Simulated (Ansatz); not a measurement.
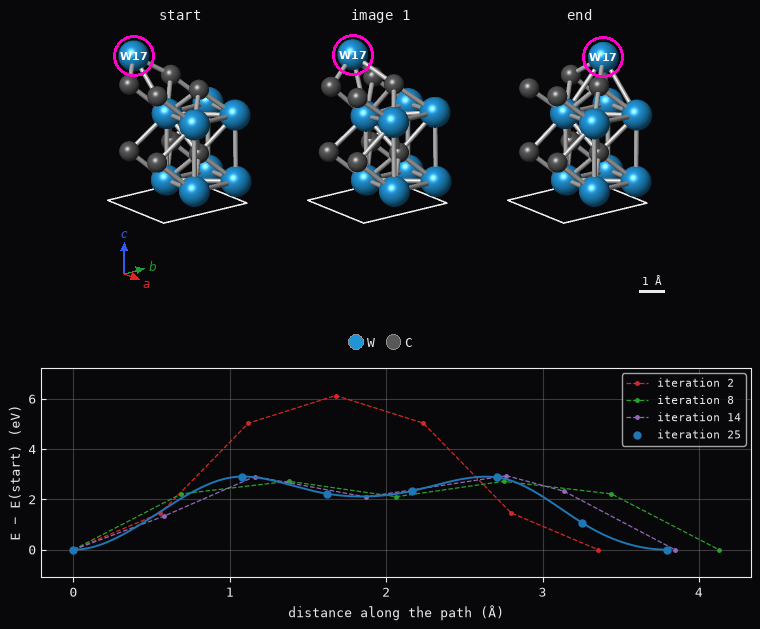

A search for the minimum-energy path of W on WC(001) (17 atoms in the cell) by the nudged elastic band. Images are numbered from 0 (start) to 6 (end). The plot follows the band through its iterations. A ball-and-stick model of the simulation cell, with the vacuum cut short (origin moved), seen slightly off an axis. The moving atom is ringed, with any periodic copies. Bonds to atoms that aren't drawn are left out.

All numbers below come from DFT PBEsol, scalar-relativistic, plane waves, PAW (Ansatz). Settings: plane-wave cutoff 420 eV; k-point mesh 4 × 4 × 1; Gaussian smearing 0.15 eV; 4 atoms held fixed; 5 movable images; climbing image; force threshold 0.03 eV/Å; iteration limit 42; starting path by straight interpolation.

How did the profile develop, and is the result final?

Answer. The run is converged, with reservations. The band converged in 25 iterations. The climbing image converged on the top of the path. A check of its curvatures found one unstable direction (−7.4 eV/Å²), as a transition state must have. The first iteration put the highest image at 20.36 eV. The barrier is about 2.91 eV in both directions, with image 1 at the top; the ends have the same energy. The profile has 2 maxima (images 1, 4) with a dip at image 2 (+2.22 eV), so the process runs in steps.

Limits of the set-up: the periodic images lie only 5.8 Å apart, so the values are limited by the cell's size.

PAW datasets: the set soft_1.
